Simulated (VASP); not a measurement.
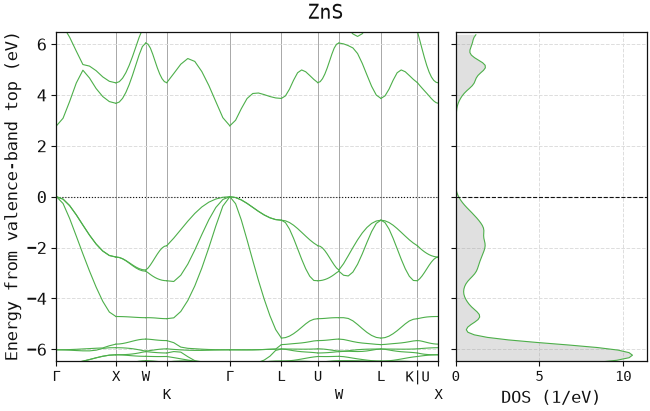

Band structure and density of states. Energies are counted from the top of the valence band. The DOS curve is built from the levels of the k mesh with Gaussians 0.55 eV wide, which also blur the band edges; ripples of that width can come from the mesh.

The VASP input:

INCAR:
```
SYSTEM = ZnS
  PREC = Accurate
  ENCUT = 520
  EDIFF = 1E-6
  ISMEAR = 0
  SIGMA = 0.02
  LREAL = .False.
  LASPH = .True.
  NELM = 80
  ALGO = Normal
  ISIF = 2
  LWAVE = .False.
  LCHARG = .False.
  METAGGA = R2SCAN
  LMIXTAU = .True.
```

KPOINTS:
```
Automatic mesh
0
Gamma
  10 10 10
  0 0 0
```

POSCAR:
```
ZnS
1.0
    0.0000000000      2.6804000000      2.6804000000
    2.6804000000      0.0000000000      2.6804000000
    2.6804000000      2.6804000000      0.0000000000
Zn S
1 1
Direct
    0.0000000000      0.0000000000      0.0000000000
    0.7500000000      0.7500000000      0.7500000000
```

KPOINTS_OPT:
```
path GXWKGLUWLK,UX
10
line-mode
reciprocal
 0.0000000000  0.0000000000  0.0000000000  G
 0.5000000000  0.0000000000  0.5000000000  X

 0.5000000000  0.0000000000  0.5000000000  X
 0.5000000000  0.2500000000  0.7500000000  W

 0.5000000000  0.2500000000  0.7500000000  W
 0.3750000000  0.3750000000  0.7500000000  K

 0.3750000000  0.3750000000  0.7500000000  K
 0.0000000000  0.0000000000  0.0000000000  G

 0.0000000000  0.0000000000  0.0000000000  G
 0.5000000000  0.5000000000  0.5000000000  L

 0.5000000000  0.5000000000  0.5000000000  L
 0.6250000000  0.2500000000  0.6250000000  U

 0.6250000000  0.2500000000  0.6250000000  U
 0.5000000000  0.2500000000  0.7500000000  W

 0.5000000000  0.2500000000  0.7500000000  W
 0.5000000000  0.5000000000  0.5000000000  L

 0.5000000000  0.5000000000  0.5000000000  L
 0.3750000000  0.3750000000  0.7500000000  K

 0.6250000000  0.2500000000  0.6250000000  U
 0.5000000000  0.0000000000  0.5000000000  X
```

System: zincblende ZnS, space group F-43m (No. 216), 2 atoms in the primitive cell.

VASP 6.6.1; r2SCAN, VASP PAW PBE potentials, release 64 (Zn, S), no spin polarisation, no spin-orbit coupling, 10×10×10 k mesh, 520 eV cutoff, Gaussian smearing of 0.02 eV.

What does the band structure say about the gap?

The material is gapped. The gap along this path is 2.79 eV and direct: both edges lie at Γ.

What are the direct gaps at U, X and W?

The direct gaps are 6.41 eV at U, 6.05 eV at X and 8.93 eV at W.

The PAW data sets were made with another functional. LDA, GGA and most meta-GGA functionals understate gaps. The cell was derived from a database entry in an earlier step, so it needn't be the measured one.
